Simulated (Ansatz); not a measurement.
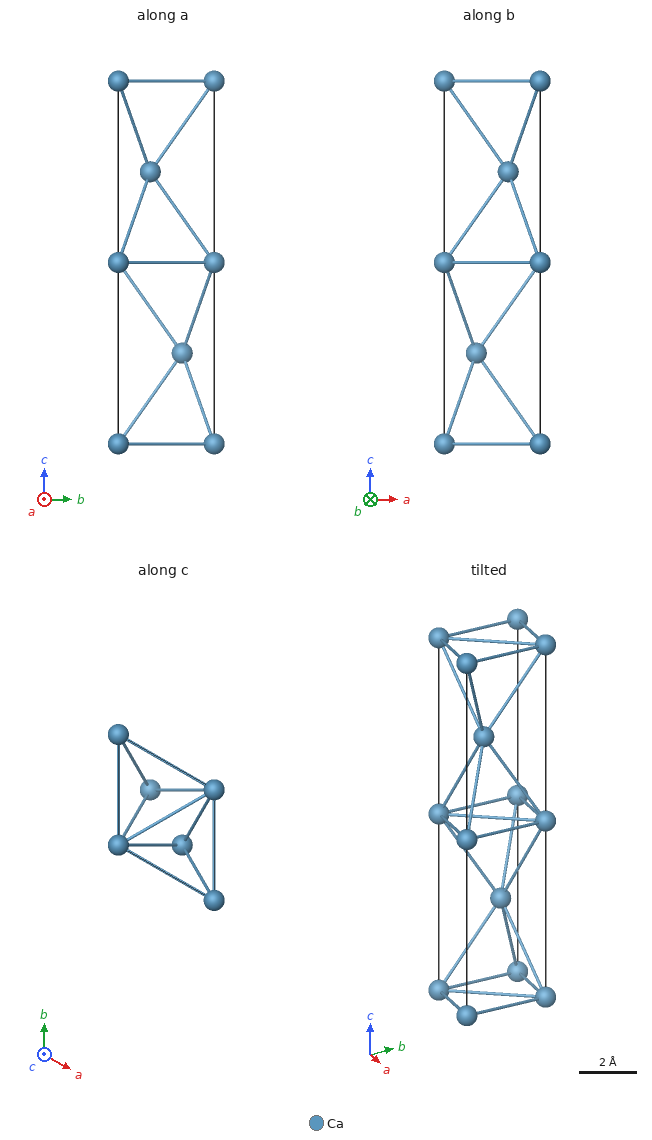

The figure gives a ball-and-stick picture of the atoms, viewed along the a axis, along the b axis, along the c axis and slightly off an axis. One conventional unit cell is outlined, and atoms on its boundary appear in each equivalent place.

Lattice parameters: a = 3.936 Å, b = 3.936 Å, c = 12.912 Å, α = 90.00°, β = 90.00°, γ = 120.00°.

Q: Reconstruct the structure as a table of Wyckoff sites.

A: Space group P6_3/mmc (No. 194).
```tsv
atom	site	x	y	z
Ca	2a	0.0000	0.0000	0.0000
Ca	2c	0.3333	0.6667	0.2500
```

The initial geometry was a structure type filled with this element by a generator (whether the element takes this form wasn't checked). Earlier steps of the study may have refined or changed the cell and positions. Ansatz was used for an electronic-structure calculation on it.
